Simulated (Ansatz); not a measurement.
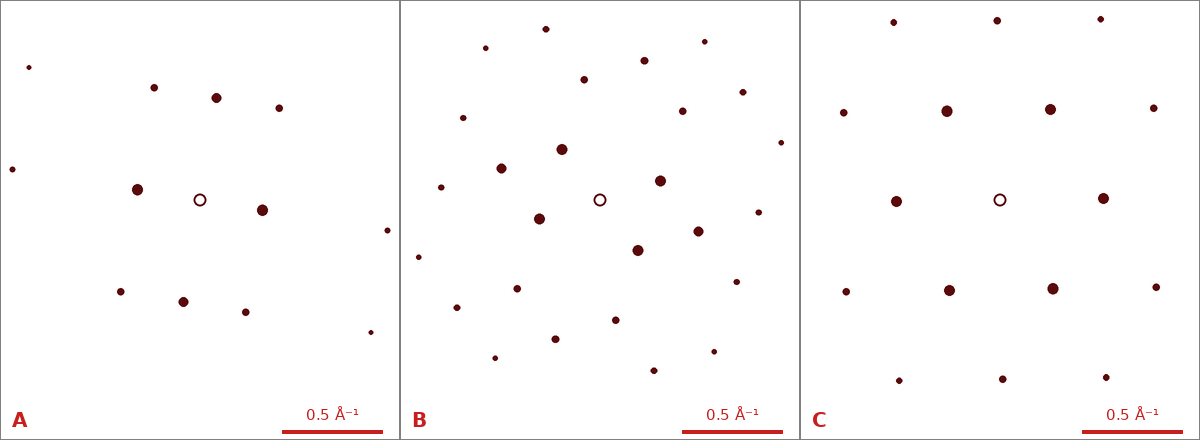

Simulated selected-area electron diffraction patterns (300 kV, kinematic approximation, thin crystal, B = 0.5 Å² for all atoms).

All three come from Si, space group Fd-3m (No. 227), a = 5.470 Å. Structure: the end point of a relaxation with Ansatz 0.2.0, DFT PBE, scalar-relativistic, plane waves, PAW; the starting structure was generated, so it need not be a known form of this composition.

Assign the zone axes [110], [111], [211] to A, B and C.

A is [211]: rectangular net of -1 1 1 at d = 3.16 Å and 0 -2 2 at d = 1.93 Å, at 90.0°. B is [110]: centred rectangular net of -1 1 -1 at d = 3.16 Å and -1 1 1 at d = 3.16 Å, at 70.5°. C is [111]: hexagonal net of -2 2 0 at d = 1.93 Å and -2 0 2 at d = 1.93 Å, at 60.0°.
